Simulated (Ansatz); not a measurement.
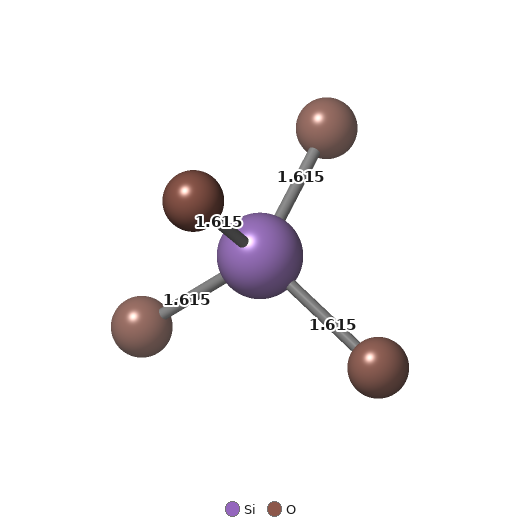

The surroundings of site Si1 (at 0.500, 0.000, 0.500) in SiO$_{2}$ (Fd-3m), with bond lengths in Å.

The cell is taken from a calculation's input that goes back to an entry of the Crystallography Open Database (an earlier step may have relaxed or displaced it).

```yaml
crystal:
  lattice:
    - [7.46074, 0.00000, 0.00000]
    - [0.00000, 7.46074, 0.00000]
    - [0.00000, 0.00000, 7.46074]
  atoms:
    - { symbol: Si, position: [0.50000, 0.00000, 0.50000] }
    - { symbol: Si, position: [0.25000, 0.25000, 0.25000] }
    - { symbol: O, position: [0.12500, 0.12500, 0.12500] }
    - { symbol: O, position: [0.62500, 0.87500, 0.37500] }
    - { symbol: O, position: [0.87500, 0.87500, 0.12500] }
    - { symbol: O, position: [0.37500, 0.12500, 0.37500] }
    - { symbol: Si, position: [0.50000, 0.50000, 0.00000] }
    - { symbol: Si, position: [0.25000, 0.75000, 0.75000] }
    - { symbol: O, position: [0.12500, 0.62500, 0.62500] }
    - { symbol: O, position: [0.62500, 0.37500, 0.87500] }
    - { symbol: O, position: [0.87500, 0.37500, 0.62500] }
    - { symbol: O, position: [0.37500, 0.62500, 0.87500] }
    - { symbol: Si, position: [0.00000, 0.00000, 0.00000] }
    - { symbol: Si, position: [0.75000, 0.25000, 0.75000] }
    - { symbol: O, position: [0.62500, 0.12500, 0.62500] }
    - { symbol: O, position: [0.12500, 0.87500, 0.87500] }
    - { symbol: O, position: [0.37500, 0.87500, 0.62500] }
    - { symbol: O, position: [0.87500, 0.12500, 0.87500] }
    - { symbol: Si, position: [0.00000, 0.50000, 0.50000] }
    - { symbol: Si, position: [0.75000, 0.75000, 0.25000] }
    - { symbol: O, position: [0.62500, 0.62500, 0.12500] }
    - { symbol: O, position: [0.12500, 0.37500, 0.37500] }
    - { symbol: O, position: [0.37500, 0.37500, 0.12500] }
    - { symbol: O, position: [0.87500, 0.62500, 0.37500] }
```

Bond valence s = exp((R0 − d)/b), R0 fitted to published crystal structures with b = 0.37 Å; R0 in Å: Si4+–O 1.620.

**Calculate the bond-valence sum of Si1 from the bonds drawn.**

4 × 1.014 = 4.05 v.u., against a formal valence of 4: a close match.

**And over the whole structure?**

```
site              x, y, z  formal valence  bond-valence sum  difference
 Si1  0.500, 0.000, 0.500              +4              4.07        0.07
  O1  0.125, 0.125, 0.125              −2              2.03        0.03
```

These sums include all anions within 5 Å. The global instability index (root mean square of the differences over all atoms) is 0.05 v.u.: little strain. The cell was not relaxed for this table, and a volume that is off by a few per cent shifts all sums together.
